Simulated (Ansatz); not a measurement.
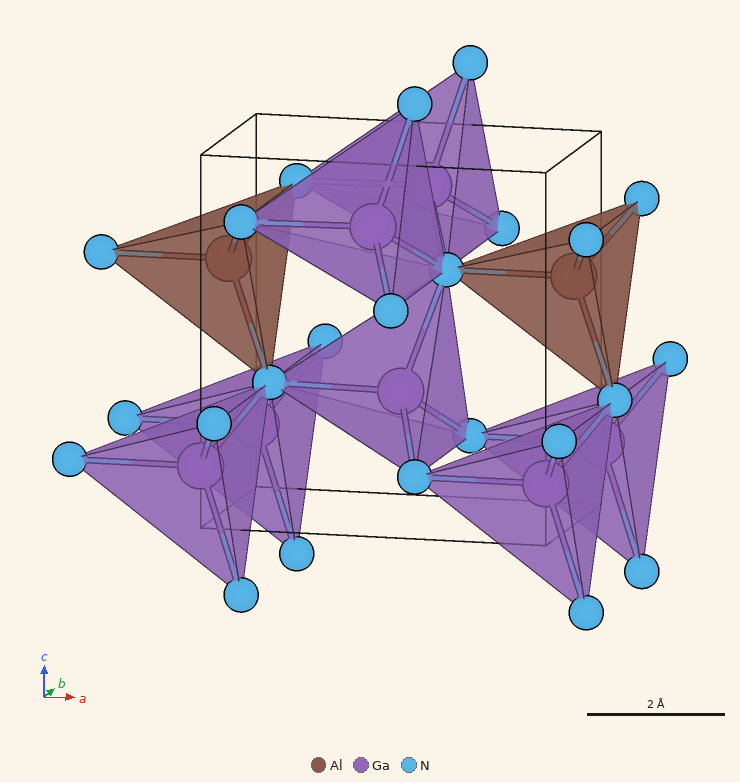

**Figure 1.** The input geometry (polyhedral view of the cell of the calculation, seen slightly off an axis; polyhedra are completed across the faces of the cell). An atom can appear more than once, as a periodic image.

## Single-point calculation of AlGa$_{3}$N$_{4}$

System: AlGa$_{3}$N$_{4}$ (Pm, 8 atoms in the cell).
Method: DFT r2SCAN, scalar-relativistic, plane waves, PAW, no spin polarisation (Ansatz 0.2.0).

The structure derives from a Materials Project entry. It belongs to a series of runs on one base structure; here: strain +0.015 along x and y, +0.015 along z, atoms carried along.

The program's output
```
Engine: ansatz 0.2.0, x86_64-unknown-linux-gnu
Pseudopotentials: kind: paw
Pseudopotential: Al, paw, valence charge 3, recommended cutoff 500 eV (meta_gga), Al.paw.azcp
Pseudopotential: Ga, paw, valence charge 13, recommended cutoff 500 eV (meta_gga), Ga.paw.azcp
Pseudopotential: N, paw, valence charge 5, recommended cutoff 500 eV (meta_gga), N.paw.azcp
Functional definition: r2SCAN
  parameter k0 = 0.174
  parameter k1 = 0.065
  parameter a1 = 4.9479
  exchange = r2scan_x(k0 = k0, k1 = k1, a1 = a1)
  correlation = r2scan_c
Crystal: 8 atoms, lattice volume = 93.104 Å³
Basis set: ecut = 500 eV, 2349 PW (Γ), exchange–correlation on 160×96×180 points (64 copies of the dense FFT grid, shifted against one another)
Bands: 39, of which v1, the nominal top of the filled ones, is band 31 counted from 1 (30 counted from 0)
Symmetry: 2 space group operations
Space group: Pm (ITA 6), of the structure as read, at distance tolerance 4.5e-5 Å
k-points: 70 of 192 (time reversal used)
Non-local potential: Al, projectors of the file, l = 0: 2, l = 1: 2, l = 2: 1
Non-local potential: Ga, projectors of the file, l = 0: 2, l = 1: 2, l = 2: 3, l = 3: 1
Non-local potential: N, projectors of the file, l = 0: 2, l = 1: 2, l = 2: 1
PAW form: soft (Blöchl's): semilocal exchange-correlation on the pseudo side does not see the compensation charge
PAW frozen core: Al, regenerated for the run's functional (the file was generated under x = pbe(κ = 0.804, μ = 0.2195149727645171), c = pbe(β = 0.06672455060314922))
PAW frozen core: Ga, regenerated for the run's functional (the file was generated under x = pbe(κ = 0.804, μ = 0.2195149727645171), c = pbe(β = 0.06672455060314922))
PAW frozen core: N, regenerated for the run's functional (the file was generated under x = pbe(κ = 0.804, μ = 0.2195149727645171), c = pbe(β = 0.06672455060314922))
PAW one-centre angular grid: Al, 302 points (default); XC on 160 Gauss nodes
PAW one-centre angular grid: Ga, 590 points (default); XC on 160 Gauss nodes
PAW one-centre angular grid: N, 302 points (default); XC on 160 Gauss nodes
Initial density: superposition of atomic densities (neutral atoms: chi_scale 0, normalization atom), corrected by the library's trained network
Initial wavefunctions: pseudopotential atomic-orbital guess
Functional: x = r2scan, c = r2scan; τ floored in thin density (d = 2e-4 eV/Å³)
SCF iter   1: F=—  HF=-13457.364637 eV  |F-HF|=—  |Δ(HF+E_count)|=         —  Δρ=1.10e-2  dr2=5.13e-2  dr2_τ=3.83e-1  ethr=1.77e-3  ⟨swp⟩=6.2  Hψ=10978  notcnv=0  defer=7
preconditioner: auto → Resta (q_TF=auto, 2.550 Å⁻¹)  ε∞=4.2  [insulator: Δε(μ)=2.526 eV  Ē_g=16.979 eV  σ=0.050 eV  W_gap=1.00  n_scr=22 (ndim 8)  ℏωp=30.3 eV  f_vac=0.001  D(μ)=0.00/eV (n_scr^D=0)  ε∞_Penn≈4.2]
SCF iter   2: F=—  HF=-13457.511883 eV  |F-HF|=—  |Δ(HF+E_count)|=   1.47e-1  Δρ=5.44e-3  dr2=1.91e-2  dr2_τ=4.70e-4  ethr=8.27e-5  ⟨swp⟩=2.1  Hψ=5821  notcnv=0  defer=209
SCF iter   3: F=—  HF=-13457.510107 eV  |F-HF|=—  |Δ(HF+E_count)|=   1.78e-3  Δρ=3.32e-3  dr2=4.97e-3  dr2_τ=2.10e-4  ethr=3.07e-5  ⟨swp⟩=2.8  Hψ=4750  notcnv=0  defer=209
SCF iter   4: F=—  HF=-13457.509806 eV  |F-HF|=—  |Δ(HF+E_count)|=   3.00e-4  Δρ=3.06e-4  dr2=7.64e-5  dr2_τ=3.00e-5  ethr=8.01e-6  ⟨swp⟩=2.3  Hψ=4647  notcnv=0  defer=209
SCF iter   5: F=—  HF=-13457.509836 eV  |F-HF|=—  |Δ(HF+E_count)|=   2.93e-5  Δρ=1.59e-4  dr2=1.46e-5  dr2_τ=1.84e-6  ethr=1.23e-7  ⟨swp⟩=2.0  Hψ=4685  notcnv=0  defer=209
SCF iter   6: F=—  HF=-13457.509843 eV  |F-HF|=—  |Δ(HF+E_count)|=   6.89e-6  Δρ=6.48e-5  dr2=4.62e-6  dr2_τ=5.72e-7  ethr=2.35e-8  ⟨swp⟩=2.0  Hψ=4682  notcnv=0  defer=209
SCF iter   7: F=—  HF=-13457.509842 eV  |F-HF|=—  |Δ(HF+E_count)|=   8.35e-7  Δρ=1.67e-5  dr2=2.74e-7  dr2_τ=2.25e-8  ethr=7.45e-9  ⟨swp⟩=2.0  Hψ=3341  notcnv=0  defer=209
SCF iter   8: F=—  HF=-13457.509842 eV  |F-HF|=—  |Δ(HF+E_count)|=   4.63e-8  Δρ=9.98e-6  dr2=1.01e-7  dr2_τ=5.34e-9  ethr=1.61e-10  ⟨swp⟩=13.7  Hψ=19126  notcnv=0
SCF iter   9: F=-13457.509842 eV  HF=-13457.509842 eV  |F-HF|=5.42e-9  |Δ(HF+E_count)|=   1.82e-8  Δρ=3.14e-6  dr2=1.03e-8  dr2_τ=1.01e-10  ethr=1.61e-10  ⟨swp⟩=7.0  Hψ=14741  notcnv=0
SCF 1 converged in 9 iterations: F = -13457.509842 eV  dr2 = 1.03e-8
  greatest PAW one-centre occupation: 0.995 electrons in one spin orbital (limit 2), on the Ga atom at site 3 (counted from 0), in its partial waves of l = 2
```

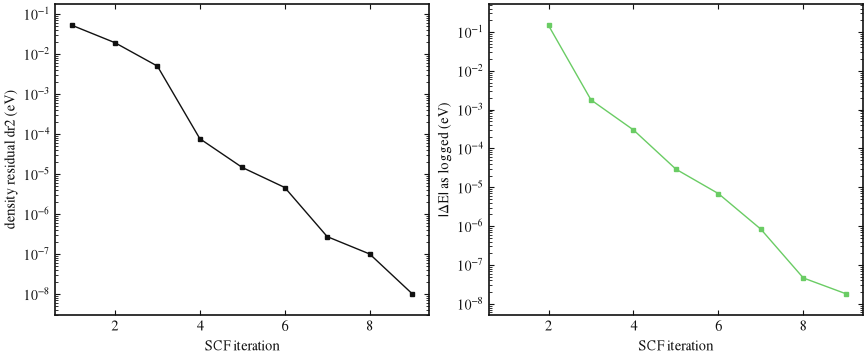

**Figure 2.** Convergence of the self-consistent field: density residual dr2 and size of the energy change against the SCF iteration. The residual falls at every step.

```
SCF converged after 9 iterations
Free energy (F): -13457.509842 eV
Harris-Foulkes:  -13457.509842 eV  (|F-HF|=5.42e-9)
Internal energy: -13457.509842 eV  (E = F + TS)
E sigma→0 (E₀):  -13457.509842 eV
Fermi energy:    9.561368 eV
--- Per-component energies (eV) ---
  E_band       = -79.302920
  E_kinetic    = 894.457911
  E_local      = -6716.642990  (includes V_loc(G=0)·N_el)
  E_nonlocal   = 1482.953013
  E_hartree    = 3079.064508
  E_xc         = -461.437958
  E_vxc        = -546.339418  (∫ρ·V_xc dr)
  E_paw        = -7014.682288  (= ΣΔE_a)
  E_vpaw       = -1381.682210  (= ΣTr[D̂ρ^β])
  E_aug_tail   = -0.000046  (compensation charges beyond the density's cutoff)
  E_vtau       = 29.819474  (kinetic-family band-sum trace: ∫τ·v_τ [+ j·A + Jᵃ·Aᵃ] dr)
  E_ewald      = -4719.084415
  E_core_change = -2.137576  (= ΣΔE_core)
  E_smearing   = -0.000000  (= −TS)
  E_closure    = -0.000000  (closes the sum)
  Σ components = -13457.509842   (vs F -13457.509842, Δ=0.00e0)
--- Forces (eV/Å), atoms counted from 1 ---
  atom   1  Al    -0.01594834     0.00000000    -0.01582568
  atom   2  Ga     0.01106549     0.00000000    -0.01214620
  atom   3  Ga     0.02436444     0.00000000     0.01327897
  atom   4  Ga    -0.00741349     0.00000000     0.01793719
  atom   5  N      0.00207989     0.00000000     0.00341736
  atom   6  N     -0.00027944     0.00000000    -0.00544542
  atom   7  N     -0.00169498     0.00000000     0.00418418
  atom   8  N     -0.01234079     0.00000000    -0.00540498
  max |Σ_I F_I| component: 1.67e-4 eV/Å
--- Stress (GPa, compression-positive) ---
       -8.072504       0.000000       0.003979
        0.000000      -8.223152       0.000000
        0.003926       0.000000      -8.198455
  P = ⅓ Tr σ = -8.1647 GPa (-81.647 kbar)
--- Band table (eV; the first three rows and the last of 70) ---
  k-point 0: bands = ["-7.9952", "-7.1481", "-6.9464", "-6.6857", "-5.4177", "-5.4163", "-5.4012", "-5.3623", "-5.3137", "-5.2765", "-5.2643", "-5.2262", "-5.1829", "-5.1338", "-5.1332", "-5.0830", "-4.3504", "-4.2562", "-3.7242", "1.5745", "2.1781", "3.3596", "4.3653", "5.7332", "6.2274", "7.1655", "7.2675", "7.4599", "8.2029", "8.2501", "8.2806", "10.8422", "13.2566", "13.9928", "14.4847", "15.1303", "17.8085", "18.4383", "18.8524"]
  k-point 1: bands = ["-7.8503", "-7.2128", "-6.9535", "-6.7076", "-5.4150", "-5.4032", "-5.3651", "-5.3513", "-5.3112", "-5.2802", "-5.2674", "-5.2249", "-5.1897", "-5.1515", "-5.1422", "-5.0902", "-4.7467", "-4.1528", "-3.6806", "1.8077", "2.6288", "3.5851", "4.1850", "5.9176", "6.3136", "6.8246", "6.9716", "7.1797", "7.5008", "8.0873", "8.1640", "11.8374", "13.9015", "14.1057", "14.7553", "15.3957", "17.4046", "17.9708", "18.2818"]
  k-point 2: bands = ["-7.5532", "-7.4473", "-6.9459", "-6.7295", "-5.4098", "-5.3936", "-5.3250", "-5.3228", "-5.2950", "-5.2739", "-5.2436", "-5.2184", "-5.2001", "-5.1531", "-5.1519", "-5.1177", "-5.0947", "-4.0345", "-3.7626", "2.3170", "2.5511", "4.3131", "4.5932", "5.3038", "5.7586", "6.3141", "6.5167", "7.5280", "7.6803", "7.7364", "7.9593", "13.1223", "13.3282", "14.7965", "15.2208", "16.2083", "16.5686", "17.2152", "17.8655"]
  k-point 69: bands = ["-7.1006", "-6.9420", "-6.8527", "-6.4957", "-5.3867", "-5.3608", "-5.2966", "-5.2885", "-5.2662", "-5.2539", "-5.2178", "-5.1844", "-5.1716", "-5.1036", "-5.0915", "-4.4885", "-4.0564", "-3.9687", "-3.8421", "1.7816", "1.8885", "1.9196", "2.6099", "6.2449", "6.3662", "6.4928", "6.4981", "6.5589", "6.6079", "6.6730", "6.6852", "13.1037", "13.1643", "13.2005", "13.6641", "15.9370", "16.5819", "16.7679", "17.8699"]
```

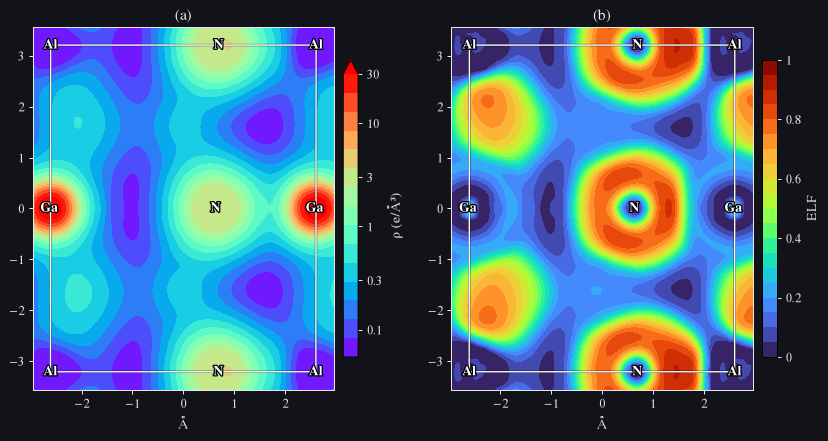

**Figure 3.** (a) valence electron density; (b) ELF on the (011) plane of the conventional cell. The section cuts through Al, Ga and N sites. Al–N (1.92 Å): the density is about 0.66 e/Å³ at the midpoint; the ELF peaks at about 0.90 between the atoms, which marks a polar covalent bond. Ga–N (1.98 Å): the density is about 0.72 e/Å³ at the midpoint; the ELF is about 0.45 at the midpoint. Away from the nuclei the density in this plane falls to 0.06 e/Å³ at its lowest. In a PAW calculation such maps are meaningful between the atoms, not at the nuclei.

The run was set up as follows.

The input
```yaml
crystal:
  lattice:
    - [5.2160040049, 0.0, 1.74463e-05]
    - [0.0, 3.2108655209, 0.0]
    - [-0.0037497943, 0.0, 5.5591494966]
  atoms:
    - { symbol: Al, position: [0.0005828853, 0.5, 0.6672982354] }
    - { symbol: Ga, position: [0.4991712869, 0.5, 0.3350606988] }
    - { symbol: Ga, position: [0.4992511917, 0.0, 0.8314570704] }
    - { symbol: Ga, position: [0.9998609984, 0.0, 0.1661913851] }
    - { symbol: "N", position: [0.119413044, 0.5, 0.3406010344] }
    - { symbol: "N", position: [0.1173310426, 0.0, 0.8259310373] }
    - { symbol: "N", position: [0.6202395499, 0.0, 0.1661937141] }
    - { symbol: "N", position: [0.6317500112, 0.5, 0.6672678245] }
basis:
  ecutwfc: 500
kpoints:
  mp_grid: { grid: [6, 8, 4] }
hamiltonian:
  xc: r2scan
scf:
  occupations: { method: gaussian, width: 0.05 }
output:
  forces: true
  stress: true
  eigenvalues: true
  write_density: true
  write_potential: true
  elf: true
  volumetric_format: npy
```

Run as:
```bash
ansatz run input.yaml --threads 2 --pin off --max-ram 5120MiB --backend cpu --events-out ev --progress --plain --runs-dir out
```

Results in brief

- outcome: converged
- space group (tolerance 0.01 Å): Pm (6)
- electrons treated: 62
- free energy: −13457.5098 eV
- Fermi energy: 9.561 eV
- gap on the k-point mesh: 2.56 eV
- pressure: −8.16 GPa
- largest force (length of the vector): 0.028 eV/Å
- hardware: 2 threads of AMD EPYC (Zen 5), 32 GiB of memory available, shared host
- wall time: 11 s (CPU time 21 s)
- peak memory: 0.7 GiB

Notes

The cell is under a tension of 8.2 GPa at this level, so it is not at its equilibrium volume.
